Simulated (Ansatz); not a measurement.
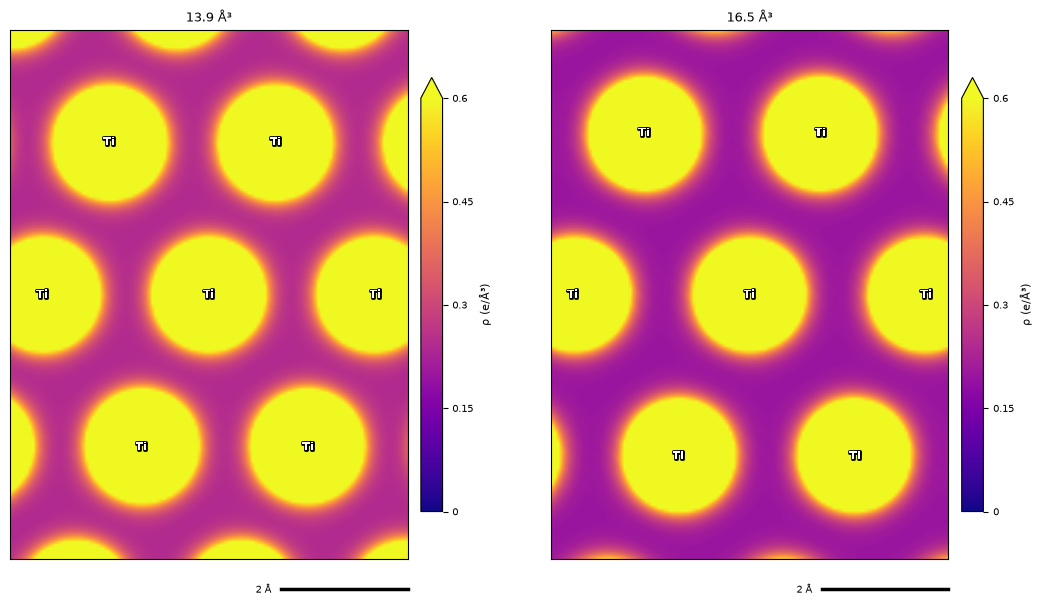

Ti. The valence charge density (pseudo) of cells scaled evenly to different volumes (given per atom above each panel), on the (011̄) plane of each (indices in the axes of the cell below), at one length scale and on one colour scale.

Computed without spin polarisation; PAW files of the earlier set (soft_1).

Level of theory: DFT PBEsol, scalar-relativistic, plane waves, PAW in Ansatz 0.2.0.

Core electrons are frozen (PAW), and the valence fields are smoothed inside the atomic spheres.

The largest cell:

```xyz
1
Lattice="-1.5270 1.5270 1.7731 1.5270 -1.5270 1.7731 1.5270 1.5270 -1.7731" Properties=species:S:1:pos:R:3 pbc="T T T"
Ti    0.0000    0.0000    0.0000
```

| volume (Å³/atom) | Ti–Ti contact in the plane (Å) | ρ at its midpoint (e/Å³) | pressure (GPa) | 
| --- | --- | --- | --- |
| 13.89 | 2.636 | 0.251 | 27.0 | 
| 14.77 | 2.691 | ? | ? | 
| 16.54 | 2.794 | 0.204 | 0.6 | 

**Estimate the missing row, and compare with the calculation.**

Over the known rows ln ρ falls by 1.31 per Å of Ti–Ti distance (the line through the two), which gives 0.234 e/Å³ at 2.691 Å; the calculation gives 0.233 e/Å³. For the pressure, a straight line in volume between the neighbouring rows gives 18.2 GPa; the calculation gives 16.1, lower because pressure rises ever faster on compression.
